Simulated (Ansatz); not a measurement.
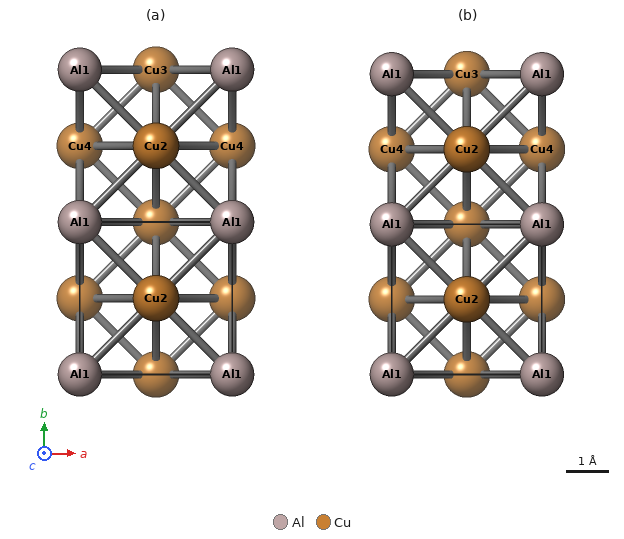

The structure of solid AlCu$_{3}$ (set up in Pm-3m) before (left) and after (right) a relaxation, at one scale.

A ball-and-stick model of the cell of the calculation, repeated 1 × 2 × 1 with one cell outlined, seen along the c axis.

Case: relaxed under PBEsol.

Method: DFT PBEsol, scalar-relativistic, plane waves, PAW (Ansatz).

The input:
```yaml
crystal:
  lattice:
    - [3.6874113031, 0.0, 0.0]
    - [0.0, 3.6874113031, 0.0]
    - [0.0, 0.0, 3.6874113031]
  atoms:
    - { symbol: Al, position: [0.0, 0.0, 0.0] }
    - { symbol: Cu, position: [0.5, 0.5, 0.0] }
    - { symbol: Cu, position: [0.5, 0.0, 0.5] }
    - { symbol: Cu, position: [0.0, 0.5, 0.5] }
basis:
  ecutwfc: 420
kpoints:
  mp_grid: { grid: [12, 12, 12] }
hamiltonian:
  xc: pbesol
scf:
  occupations: { method: fermi_dirac, width: 0.15 }
output:
  forces: true
  stress: true
  eigenvalues: true
relax:
  adjacent_minimum: "off"
  f_tol: 0.001
  max_steps: 60
  cell: { stress_tol: 0.01 }
```

Launched with:
```bash
ansatz run input.yaml --threads 1 --pin off --max-ram 3072MiB --backend cpu --events-out ev --progress --plain --runs-dir out
```

**Summarise the run.**

The atoms keep their places relative to the cell (all moves are under 0.005 Å). The volume changes by −4.4 %, with a = b = c 3.687 → 3.632 Å (−1.5 %). Some distances before and after: Cu2–Cu3 2.607 → 2.569 Å, Al1–Cu2 2.607 → 2.569 Å. The space group stays Pm-3m (No. 221). After 4 accepted moves (6 points after the start) the energy has fallen by 11.1 meV per atom. All forces vanish by symmetry, so only the cell relaxes. Pressure: −6.16 GPa at the start and 0.00 GPa at the end. The SCF was repeated twice at an unchanged geometry on a basis and grid sized afresh for the cell, which shifted the energy by 0.3 meV per atom at most. Cost: 53 s on 1 thread of Intel(R) Xeon(R) Platinum 8488C (Sapphire Rapids), on a shared host, peak memory 0.47 GiB.
